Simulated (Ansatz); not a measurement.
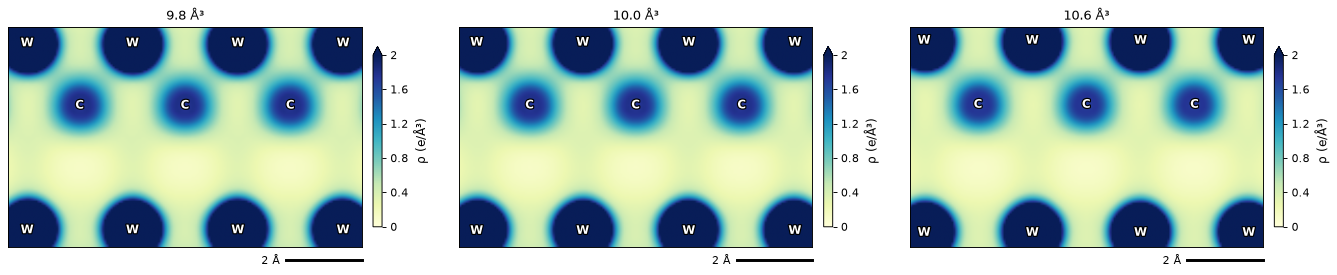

WC. The valence charge density (pseudo) of cells scaled evenly to different volumes (given per atom above each panel), on the (110) plane of each (indices in the axes of the cell below), at one length scale and on one colour scale.

Theory: Ansatz 0.2.0, Kohn-Sham DFT of a periodic cell, BPBE, Ansatz PAW.

In a PAW calculation such maps are meaningful between the atoms, not at the nuclei.

The largest cell:

```
W C
1.0
     2.94475    0.00000    0.00000
    -1.47237    2.55023    0.00000
     0.00000    0.00000    2.87393
W C
1 1
Direct
  0.00000 0.00000 0.00000
  0.66667 0.33333 0.50000
```

| volume (Å³/atom) | W–C contact in the plane (Å) | ρ at its midpoint (e/Å³) | pressure (GPa) | 
| --- | --- | --- | --- |
| 9.75 | 2.152 | 0.727 | 34.8 | 
| 9.96 | 2.167 | 0.705 | 24.1 | 
| 10.17 | 2.182 | ? | ? | 
| 10.58 | 2.212 | 0.647 | −2.0 | 
| 10.79 | 2.226 | 0.629 | −9.1 | 

Estimate the missing row, and compare with the calculation.

Answer. Over the known rows ln ρ falls by 1.94 per Å of W–C distance (a least-squares line), which gives 0.685 e/Å³ at 2.182 Å; the calculation gives 0.685 e/Å³. For the pressure, a straight line in volume between the neighbouring rows gives 15.3 GPa; the calculation gives 14.5, lower because pressure rises ever faster on compression.
